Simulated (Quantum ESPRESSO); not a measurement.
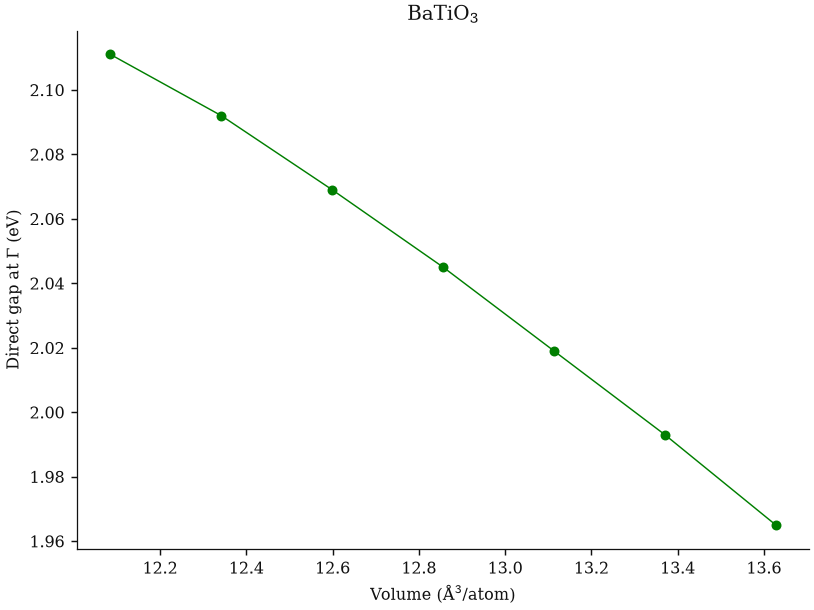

Direct gap at Γ.

System: BaTiO₃, space group P4mm, 5 atoms in the cell. The cell is scaled at fixed shape and fractional positions. At 12.86 Å³/atom, a = 4.000 Å, c = 4.018 Å (tetragonal axes). Computed with Quantum ESPRESSO: PBEsol, GBRV 1.5 PBEsol, no spin polarisation, no spin-orbit coupling, 7×7×7 k mesh, 612 eV cutoff.

How does this gap move from 12.08 Å³/atom to 13.63 Å³/atom?

Γ falls by 0.15 eV.

What is the deformation potential dE/d ln V?

A straight line against ln V has a slope of −1.2 eV at Γ.

The values:
```csv
volume,Γ (eV),pressure (GPa)
12.08 Å³/atom,2.11,9.0
12.34 Å³/atom,2.09,4.6
12.60 Å³/atom,2.07,0.7
12.86 Å³/atom,2.04,−2.8
13.11 Å³/atom,2.02,−6.0
13.37 Å³/atom,1.99,−8.8
13.63 Å³/atom,1.96,−11.3
```

The smallest gap over all k points computed is 2.00, 1.96, 1.92, 1.87, 1.83, 1.79 and 1.75 eV in turn; it lies up to 0.22 eV under the lowest value plotted. LDA, GGA and most meta-GGA functionals understate gaps. A mesh with an odd division misses points of the zone boundary, where a smaller gap can lie.
